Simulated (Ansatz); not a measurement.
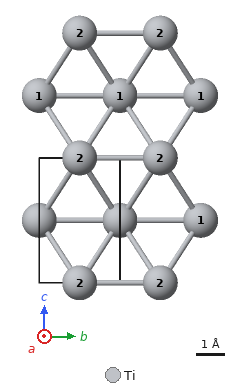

This is the input geometry for a relaxation of solid Ti (set up in I4/mmm) (coarse preliminary run). A ball-and-stick model of the cell of the calculation, repeated 1 × 2 × 2 with one cell outlined, seen along the a axis.

Case: 2 of 2 H taken out, relaxed.

The calculation used DFT r2SCAN, scalar-relativistic, plane waves, PAW in Ansatz.

Input file:
```yaml
crystal:
  lattice:
    - [2.9463072425, 0.0, 0.0]
    - [0.0, 2.9463072425, 0.0]
    - [0.0, 0.0, 4.5587340489]
  atoms:
    - { symbol: Ti, position: [0.5, 0.0, 0.5] }
    - { symbol: Ti, position: [0.0, 0.5, 0.0] }
basis:
  ecutwfc: 500
kpoints:
  mp_grid: { grid: [6, 6, 4] }
hamiltonian:
  xc: r2scan
scf:
  occupations: { method: gaussian, width: 0.1 }
output:
  forces: true
  stress: true
  eigenvalues: true
relax:
  adjacent_minimum: "off"
  f_tol: 0.0325
  max_steps: 70
  cell: { stress_tol: 0.24 }
```

Command:
```bash
ansatz run input.yaml --threads 2 --pin off --max-ram 5120MiB --backend cpu --events-out ev --progress --plain --runs-dir out
```

Q: Where does the relaxation end?

A: The energy falls by 111 meV per atom in 7 accepted moves (11 points after the start). All forces vanish by symmetry, so only the cell relaxes. The pressure goes from −11.99 to −0.07 GPa. The line search rejected the trial steps at points 5, 7, 9 of the run. At 1 point the geometry stayed and the basis and grid were re-selected for the new cell (energy shift of 1.0 meV per atom at most each time). The atoms keep their places relative to the cell (all moves are under 0.005 Å). The volume changes by −12.0 %, with a = b 2.946 → 2.915 Å (−1.1 %), c 4.559 → 4.100 Å (−10.1 %). Among the contacts that change: Ti1–Ti2 3.088 → 2.907 Å, Ti1–Ti1 2.946 → 2.915 Å. The space group stays I4/mmm (No. 139).

The end point in the same view:

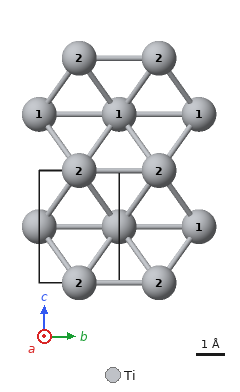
